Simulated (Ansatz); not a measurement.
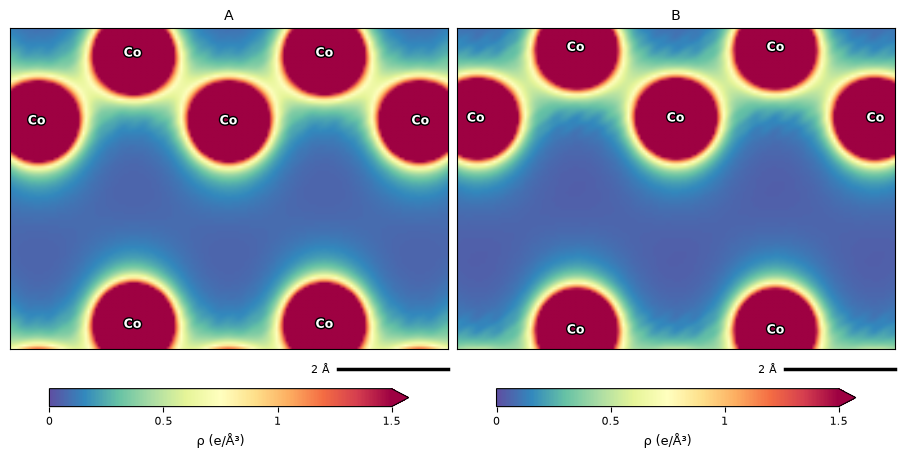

Co. The valence charge density (pseudo) of two cells that differ in size, on the (011̄) plane of each (indices in the axes of the calculation cell), at one length scale and on one colour scale; one has 15.1 and the other 17.0 Å³ an atom.

All numbers below come from DFT, PBE, plane waves (420 eV) with PAW, scalar-relativistic in Ansatz.

The density is the valence pseudo-density of a PAW calculation; it isn't the true density close to the nuclei.

**Which panel shows the smaller cell, and what does the compression change?**

Panel A is the smaller cell, by 12 % in volume. From the larger cell to the smaller, Co–Co goes from 2.23 to 2.14 Å, and the density at its midpoint from 0.56 to 0.66 e/Å³; the pressure goes from −3.6 to 10 GPa; the largest moment (Co) goes from 1.8 to 1.7 μB.
